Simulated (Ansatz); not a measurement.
# MgO (Fm-3m), small polaron or free hole, part 2 of 2

Question: is an added hole in MgO (Fm-3m) a free carrier or a small polaron? The trial puts it on a pair of O atoms pulled together. The model is a cell of 128 host atoms; several levels of theory are compared, with their cost.

Ansatz 0.2.0; plane-wave PAW DFT, PBE0 form with 0.308 exact exchange; relaxation of all atoms of a supercell at fixed charge in a uniform background.

So far. Step 2 (Relaxation with the hole, PBE0 (α = 0.308)): Largest moments: 0.54 μB on O20, 0.14 μB on O52 and 0.11 μB on O116. The sizes of the moments in the atoms' spheres add to about 1.0 μB, shared by 3.1 atoms in effect, 91 % of it within 3.2 Å of the largest: the carrier is localised at or next to the trial site. Step 3 (The states that it is compared with): Among the unlike neighbours of O20, the distance changes most, or as much as any, to Mg27, from 2.11 to 2.21 Å.

In doubt: the hybrid run may have settled on a false gap or state (in some of the runs), so the values of those runs are not to be relied on.

## (4) States in the gap, PBE0 (α = 0.308)

Level of this step: plane-wave PAW DFT, PBE0 form with 0.308 exact exchange; single point of a supercell at fixed charge in a uniform background (Ansatz).

A single point on the relaxed atoms asks for the levels and how far each is spread.

Contents of qp1_M1_trap.hyb/input.yaml:

```yaml
crystal:
  checkpoint: "../qp1_M1_trap.hrelax.run"
  host: checkpoint
total_charge: 1
basis:
  ecutwfc: 420
  xc_grid: 2
hamiltonian:
  xc: { preset: pbe0, exx: 0.308 }
kpoints:
  mp_grid: { grid: [1, 1, 1] }
magnetization:
  spin_polarized: true
  initial_magnetization: 1
  spin_locking: { lock_magnetization: hard }
scf:
  occupations: { method: fixed }
  max_iter: 100
output:
  forces: true
  charged_corrections:
    epsilon: 3.25
    static_epsilon: 10.36
    defect_position: [0.25, 0.625, 0.375]
  eigenvalues: true
  eigenstates: { localisation: true }
  efg: {}
checkpoint:
  read: "../qp1_M1_trap.hrelax.run"
  write: "../qp1_M1_trap.hyb.run"
  compress: false
  write_wavefunctions: true
  write_every: 100000
```

Launch:

```
$ ansatz run input.yaml --threads 32 --pin off --max-ram 131891MiB --backend cuda --events-out ev --progress --plain --runs-dir out
```

Numbers of over 12 decimals in the logs are rounded to 6 here.

What it wrote:

```text
[...]
Warning: at least one further symmetry operation maps every atom of the structure, as the run holds it, onto an atom to within 3.37e-5 (fractional), and is not used: no operation is sought that the atoms, as the run holds them, miss by more than 2.00e-5, [...]
crystal.checkpoint: the structure is that of <dir>, a `relax` run, at its step 21: its result, under {"exchange":"pbe","correlation":"pbe","exx":{"coeff":0.308,"omega":null}} at a charge of 1 e; 128 atoms read, 2 with a starting moment; [...]
[...]
Crystal: 128 atoms, lattice volume = 1197.351 Å³
Basis set: ecut = 420 eV, 23409 PW (Γ), exchange–correlation on 160×160×160 points (8 copies of the dense FFT grid, shifted against one another)
Bands: 640, of which v1, the nominal top of the filled ones, is band 512 counted from 1 (511 counted from 0)
Symmetry: 1 space group operations
[...]
k-points: 1
[...]
Stability of the state it starts from, as read at its close in the collinear treatment: not read, because the functional holds exact exchange (a hybrid, or Hartree-Fock), whose exchange loop this test does not read (fock_operator); its run was given moments
[...]
Frozen-core exchange: fock
[...]
SCF iter   2: F=-159668.117033 eV  HF=-159668.117033 eV  |Δ(HF+E_count)|=  4.37e-10  Δρ=7.20e-7 (↑4.03e-7 ↓7.20e-7)  dr2=1.45e-9  dr2_m=2.75e-9  M=1.000 μB ∫|m|=1.217 μB sched 1.00e-12)  Hψ=2830
SCF 1 converged in 2 iterations: F = -159668.117033 eV  dr2 = 1.45e-9
  Residual-converged pass: ⟨swp⟩=1.5  Hψ=1546  notcnv=0  max |occ|·‖R‖ = 5.3e-6 eV (tolerance 6.7e-6 eV)  dr2=1.45e-9  dr2_m=2.75e-9  dr2_onsite=5.31e-10  max |Δocc| = 0.0e0
[...]
hybrid outer 1: dexx = +6.409e-10 eV, tail = 9.45e-9 eV
[...]
SCF 2 converged in 5 iterations: F = -159668.117033 eV  dr2 = 7.93e-11
[...]
this state was not tested for a lower state beside it, because the functional holds exact exchange (a hybrid, or Hartree-Fock), whose exchange loop this test does not read (fock_operator); [...]
[...]
Magnetization: 1.0000 μB (512.0000 up, 511.0000 down)
Absolute magnetization: 1.2199 μB (∫|ρ↑−ρ↓|, with the PAW one-centre terms)
[...]
Per-site moments (μB) at R_I (Å): [(-1.662318470617488e-5, 0.863359), (0.000128948, 0.865973), (-0.000120608, 0.865863), [... 6 left out ...]
Free energy (F): -159668.117033 eV
[...]
Internal energy: -159668.117033 eV  (E = F + TS)
E sigma→0 (E₀):  -159668.117033 eV
Fermi energy:    6.082539 (↑ 6.072733, ↓ 6.082539) eV
[...]
--- Forces (eV/Å), atoms counted from 1 ---
  atom   1  Mg    -0.00005895    -0.00220380     0.00172703
  atom   2  O     -0.00063583     0.00090063    -0.00034318
  [... 4 atoms left out ...]
  [... 122 more lines of this table ...]
  max |Σ_I F_I| component: 2.58e-5 eV/Å
--- PAW observables at the nuclei: V_zz in 10²¹ V/m², potentials from the cell's mean, atoms counted from 1 ---
  [...]
--- Charged-cell corrections in eV (Makov–Payne, q = +1.000 e, ε = 3.250 of the electrons, 10.360 with the ions) ---
[...]
E_corr1          = +0.602565  (monopole, q²α_M/2εL)
  F Makov-Payne    = n/a  (the rows are of the electrons' constant alone; ansatz place-levels tells what screens the charge)
[...]
--- Band table (eV) ---
[...]
```

The job ended after 15 s (1 × NVIDIA GB200 with 32 threads of Arm Neoverse V2, shared host; peak memory 2.8 GiB).

States next to the filling edge at the first k-point, on the run's own zero (eigenstates.tsv). The participation number counts the atoms that a state is spread over, of 128; bands count from 0.

```
spin  band  energy (eV)  occupation  participation  largest share on  share
down   505        5.747        1.00           31.2                O4   0.06
down   506        5.748        1.00           45.2               O62   0.05
down   507        5.749        1.00           30.4               O62   0.06
down   508        6.037        1.00           58.9               O72   0.03
down   509        6.080        1.00           69.1               O72   0.02
down   510        6.082        1.00           68.7               O72   0.02
down   511        7.752        0.00            3.6               O20   0.50
down   512       13.911        0.00          127.6               O20   0.01
down   513       16.341        0.00           83.8              O116   0.03
down   514       16.383        0.00           86.9               O20   0.03
down   515       16.389        0.00           88.9               O26   0.02
  up   506        5.724        1.00           29.1               O62   0.06
  up   507        5.731        1.00           36.6               O24   0.06
  up   508        5.734        1.00           32.5               O62   0.08
  up   509        6.064        1.00           64.6               O72   0.02
  up   510        6.072        1.00           68.2               O72   0.02
  up   511        6.073        1.00           67.0               O72   0.02
  up   512       13.905        0.00          127.5               O20   0.01
  up   513       16.320        0.00           60.3               O20   0.06
  up   514       16.355        0.00           65.1               O84   0.05
  up   515       16.359        0.00           86.4              O116   0.03
  up   516       16.383        0.00           88.8               O14   0.02
```

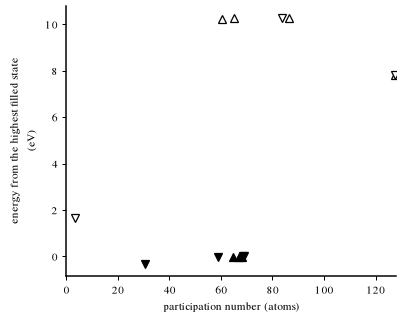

States next to the filling edge at the first k-point: energy against spread. Filled marks are occupied, open marks empty; triangles up and down are the spins.

Under PBE0 form with 0.308 exact exchange at the zone centre alone, the highest filled state is spin down, spread over 69 of 128 atoms, and the lowest empty one, 1.67 eV above it, is spin down, spread over 4 of 128 atoms.

The largest moments in the atoms' spheres: O20 0.54, O52 0.14, O116 0.11, O84 0.03, O118 0.02, O12 0.02 μB.

Contact couplings A = (2/3) μ0 ge μB gN μN ρs / (2S h), for each element's most abundant magnetic isotope:

```
atom  isotope  distance from the centre (Å)  contact spin density (e/Å³)  A (MHz)
 O20      17O                          1.48                        0.353    -31.7
 O52      17O                          1.42                        0.131    -11.8
O116      17O                          4.41                        0.107     -9.6
Mg59     25Mg                          1.58                       -0.125      5.1
Mg53     25Mg                          1.58                       -0.125      5.1
Mg21     25Mg                          3.41                       -0.118      4.8
Mg27     25Mg                          3.41                       -0.117      4.8
 O84      17O                          4.47                       0.0262     -2.4
Mg29     25Mg                          2.62                      -0.0498      2.0
Mg51     25Mg                          2.63                      -0.0498      2.0
```

Uncorrected and at zero smearing, the relaxed cell lies 0.32 eV below the carrier in the undistorted cell.

This is not yet the binding energy: the image correction is missing, and with exact exchange at one k-point the spread carrier of the reference is itself shifted by a finite-cell term.

## (5) Placing the level against the band edges

A charged cell interacts with its images and has another zero of potential than the host, so place-levels corrects and aligns it with a run of the defect-free crystal.

Contents of levels.hyb.yaml:

```yaml
host:
  run: host.hyb.run
states: [qp1_M1_trap.hyb.run, q0_ideal.hyb.run]
geometry_from:
  qp1_M1_trap.hyb.run: qp1_M1_trap.hrelax.run
  q0_ideal.hyb.run: q0_ideal.hrelax.run
chemical_potentials: {}
```

Launch:

```
$ ansatz place-levels levels.hyb.yaml -- --threads 32 --pin off --max-ram 131891MiB
```

What it wrote:

```text
(+1/0) 0.320 eV above the valence edge, 7.508 eV under the conduction edge
formation energy of charge +1: -0.320 eV with the Fermi level at the valence edge
formation energy of charge 0: -0.000 eV with the Fermi level at the valence edge
  edges by {"exchange":"pbe","correlation":"pbe","exx":{"coeff":0.308,"omega":null}}, gap 7.828 eV; the host is sampled to repeats of 11.92 Å
  the defect's cells are sampled to repeats of 11.92 Å, like sampling
  charge +1: -159667.9401 eV with its correction of +0.177 eV, at epsilon 10.36, aligned at sites: -0.0121 eV, mean over 32 atomic sites at or beyond 5.96 Å from the defect at [0.2500, 0.6250, 0.3750], with +0.002813 for the charge's moments and without [...]
  charge +1: by its spins about the atoms it stands at 0.133 0.625 0.375, with an rms radius of about 2.3 Å (1.8 1.0 1.0 Å across the planes of the cell's vectors)
  charge 0: +0.000 eV for its dipole among its images, +0.000 omitted
  of the host: a hybrid's levels can ripple along a path where its exchange mesh is coarse, and an extremum then takes the crest, of which none of its warnings tells: converge the edges in the exchange mesh (kpoints.mp_grid)
  of states[0] (qp1_M1_trap.hyb.run): its charge, or the change of it in a vertical transition, spreads by about 1.8 Å along one vector, where the cell does not tell a trapped carrier from a band state, which would take no correction: the +1/0 level stands [...]
  of states[1] (q0_ideal.hyb.run): its only k-point is the zone centre, where a defect's energies can be off by tenths of an eV or more: see "From the zone centre to a mesh" in the quickstart
```

Wall time 0.21 s (32 threads).

Counted from the neutral cell, this state lies 0.32 eV below a free hole at the valence top.

## (6) Koopmans check

With the atoms held, the hole is filled again. If the energy is linear in the filling of the trapped state, its one-particle level equals the difference of the two total energies; the miss tells whether the cure for self-interaction is too weak or too strong.

Contents of vertical.hyb.yaml:

```yaml
host:
  run: host.hyb.run
states: [qp1_M1_trap.hyb.run, q0_ideal.hyb.run]
geometry_from:
  qp1_M1_trap.hyb.run: qp1_M1_trap.hrelax.run
  q0_ideal.hyb.run: q0_ideal.hrelax.run
  qp1_M1_trap.hyb.at_q0.run: qp1_M1_trap.hrelax.run
chemical_potentials: {}
epsilon: 3.25
static_epsilon: 10.36
vertical:
  - { from: qp1_M1_trap.hyb.run, to: qp1_M1_trap.hyb.at_q0.run, alignment: { sites: { defect_position: [0.25, 0.625, 0.375] } } }
```

Launch:

```
$ ansatz place-levels vertical.hyb.yaml -- --threads 32 --pin off --max-ram 131891MiB
```

What it wrote:

```text
[...]
(+1/0) 0.320 eV above the valence edge, 7.508 eV under the conduction edge
formation energy of charge +1: -0.320 eV with the Fermi level at the valence edge
formation energy of charge 0: -0.000 eV with the Fermi level at the valence edge
vertical +1 to 0: -6.470 eV against the conduction edge, +1.357 eV against the valence edge
  from vertical[0].from (qp1_M1_trap.hyb.run) to vertical[0].to (qp1_M1_trap.hyb.at_q0.run): correction +0.224 eV (with +0.008 eV of the moments' energy among images, +0.000 omitted), at epsilon 3.25, the first's at 10.36; [...]
  one-particle level at charge +1: +1.313 eV over the valence edge, correction -0.356 eV
  of that level: its mesh has one k-point along a cell vector, or a list of points, so that it can be tenths of an eV off: output.eigenstates.nscf_kmesh removes part of the error, and two divisions an axis in kpoints.mp_grid remove most of it
  one-particle level at charge 0: +1.399 eV over the valence edge, correction +0.804 eV
[...]
the defect's cells are sampled to repeats of 11.92 Å, like sampling
[...]
charge +1: by its potential at epsilon 3.25 it stands at 0.132 0.625 0.375, with an rms radius of about 1.4 Å (1.4 0.0 0.0 Å across the planes of the cell's vectors)
  charge 0: +0.000 eV for its dipole among its images, +0.000 omitted
[...]
of states[0] (qp1_M1_trap.hyb.run): its only k-point is the zone centre, where a defect's energies can be off by tenths of an eV or more: see "From the zone centre to a mesh" in the quickstart; stability_check_not_made; [...]
[...]
of vertical[0].from (qp1_M1_trap.hyb.run): its only k-point is the zone centre, where a defect's energies can be off by tenths of an eV or more: see "From the zone centre to a mesh" in the quickstart; stability_check_not_made; [...]
  of vertical[0].to (qp1_M1_trap.hyb.at_q0.run): its only k-point is the zone centre, where a defect's energies can be off by tenths of an eV or more: see "From the zone centre to a mesh" in the quickstart; [...]
```

Wall time 0.4 s (32 threads).

For the trial state:

```csv
vertical level from total energies (eV),its correction (eV),one-particle level at charge +1 (eV),at charge 0 (eV)
1.36,0.22,1.31,1.40
```

All above the valence top and corrected for the images. The level at charge +1 misses the vertical level by 0.04 eV, less than the image corrections that enter it (-0.36 eV on the one-particle level, 0.22 eV on the vertical one), so the test is rough.

## (7) Relaxing again with PBEsol

As a control, the same structure relaxes without exact exchange or U. The start is the structure of PBE0 (α = 0.308).

Contents of qp1_M1_trap.semirelax/input.yaml:

```yaml
crystal:
  checkpoint: "../qp1_M1_trap.hrelax.run"
  host: checkpoint
total_charge: 1
basis:
  ecutwfc: 420
  xc_grid: 2
hamiltonian:
  xc: pbesol
kpoints:
  mp_grid: { grid: [1, 1, 1] }
magnetization:
  spin_polarized: true
  initial_magnetization: 1
  spin_locking: { lock_magnetization: hard }
scf:
  occupations: { method: fermi_dirac, width: 0.01 }
  max_iter: 100
output:
  forces: true
  charged_corrections:
    epsilon: 3.25
    static_epsilon: 10.36
    defect_position: [0.25, 0.625, 0.375]
relax:
  f_tol: 0.02
  max_steps: 60
  escape_saddle: false
checkpoint:
  read: "../qp1_M1_trap.hrelax.run"
  write: "../qp1_M1_trap.semirelax.run"
  compress: false
  write_wavefunctions: true
  write_every: 100000
```

Launch:

```
$ ansatz run input.yaml --threads 32 --pin off --max-ram 131891MiB --backend cuda --events-out ev --progress --plain --runs-dir out
```

It took 4.8 s on 1 × NVIDIA GB200 with 32 threads; peak memory 2.3 GiB.

The relaxation took 4 steps and gained 0.42 eV.

From the single point at the end of this step. The sizes of the moments in the atoms' spheres add to about 1.0 μB, shared by more than 30 atoms in effect: the carrier has spread out.

No level is given here: the program refused to align this charged cell with the host.

## (8) Atoms held, PBE0 (α = 0.1)

With the atoms held, the share of exact exchange is changed, to see how the carrier and its level follow it.

Contents of qp1_M1_trap.hyb2/input.yaml:

```yaml
crystal:
  checkpoint: "../qp1_M1_trap.hrelax.run"
  host: checkpoint
total_charge: 1
basis:
  ecutwfc: 420
  xc_grid: 2
hamiltonian:
  xc: { preset: pbe0, exx: 0.1 }
kpoints:
  mp_grid: { grid: [1, 1, 1] }
magnetization:
  spin_polarized: true
  initial_magnetization: 1
  spin_locking: { lock_magnetization: hard }
scf:
  occupations: { method: fixed }
  max_iter: 100
output:
  forces: true
  charged_corrections:
    epsilon: 3.25
    static_epsilon: 10.36
    defect_position: [0.25, 0.625, 0.375]
  eigenvalues: true
  eigenstates: { localisation: true }
  efg: {}
checkpoint:
  read: "../qp1_M1_trap.hrelax.run"
  write: "../qp1_M1_trap.hyb2.run"
  compress: false
  write_wavefunctions: true
  write_every: 100000
```

The job ended after 18 s (1 × NVIDIA GB200 with 32 threads; peak memory 2.8 GiB; 2.6 min of CPU time).

Largest moments: 0.26 μB on O20, 0.10 μB on O52 and 0.09 μB on O116. The sizes of the moments in the atoms' spheres add to about 1.0 μB, shared by about 10 atoms in effect, 68 % of it within 3.2 Å of the largest: partly localised.

Uncorrected, this state lies 0.24 eV above the carrier in the undistorted cell, so it isn't favoured at this level.

No level is given here: the program refused to align this charged cell with the host.

## (9) All levels of theory side by side

```
   level of theory    atoms  gap (eV)  atoms that share the moment  localised  energy against the free hole (eV)  Koopmans miss (eV)  time for the trial state
PBE0 (α = 0.308) †  relaxed      7.83                          3.1        yes                              -0.32               -0.04                   3.3 min
            PBEsol  relaxed         -                 more than 30         no                                  -                   -                     8.4 s
  PBE0 (α = 0.1) †     held         -                     about 10     partly                                  -                   -                      18 s
```

† Here the hybrid relaxation or its single point carries a warning about the state that it reached (a narrow gap in its semilocal warm-up or between frontier levels), so a lower state with the carrier may exist.

## (10) Summary of results

| Quantity | Value |
| --- | --- |
| carrier localised (PBEsol) | no |
| state found, lowest state in doubt (PBE0 (α = 0.308)) | localised |

What this shows: With PBE0 (α = 0.308) the hole is localised, on about 3 atoms, most on O20, and lies 0.32 eV below the free carrier: a stable small polaron at this level. The pair of the trial did not stay bound. The hybrid relaxation or its single point carries a warning about the state that it reached (a narrow gap in its semilocal warm-up or between frontier levels), so a lower state with the carrier may exist; the numbers describe the state found. Among the unlike neighbours of O20, the distance changes most, or as much as any, to Mg27, from 2.11 to 2.21 Å (PBE0 (α = 0.308)). The answer hangs on the method: localised after relaxing with PBE0 (α = 0.308), spread with PBEsol. Semilocal functionals favour spread carriers, so their answer alone decides nothing. PBE0 (α = 0.308) meets the Koopmans condition for the level at charge +1 within 0.04 eV, which is inside the error of levels at one k-point in a cell of this size. A relaxation step took 8.8 s with PBE0 (α = 0.308) and 1.2 s with PBEsol. The point with the carrier in the undistorted cell ran without the search for lower states. One trial site was relaxed, so another site or form can lie lower. Limits: sampling at the zone centre alone can move energies of charged and open-shell states by tenths of an eV or more in cells of this size.

[Logs are printed without paths, hosts, clocks, repeated set-up lines and the standing remarks that a program may print on its own settings, such as how far it seeks lower states.]

[Hosts, paths, dates, database ids (printed as entryN), source tags and the programs' standing remarks are cut or masked in the printed files.]

[For some hosts the program warned that the k-mesh of the response run may be too coarse for force constants and the static dielectric constant; such warnings are not shown here.]
